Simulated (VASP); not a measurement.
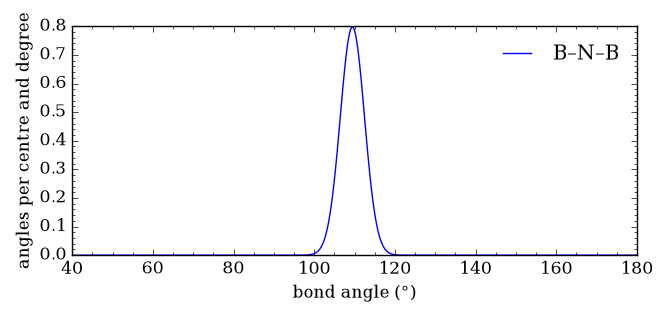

Bond-angle distributions computed from the structure of BN; each angle is a Gaussian of σ = 3.0°. Bonds counted: B–N up to 1.80 Å. Structure used: coordinates from a relaxation with VASP Kohn-Sham DFT of a periodic cell, vdW-DF2, VASP PAW PBE potentials, recommended in VASP 6.6.1.

Give the groups of angles for each curve.

B–N–B: 109° (6 per centre)

What coordination geometry do the angles point to, counting the bonds named above alone?

N has 4 B neighbours in a tetrahedral arrangement.

The structure has space group F-43m (No. 216); other forms of this composition would give other results.
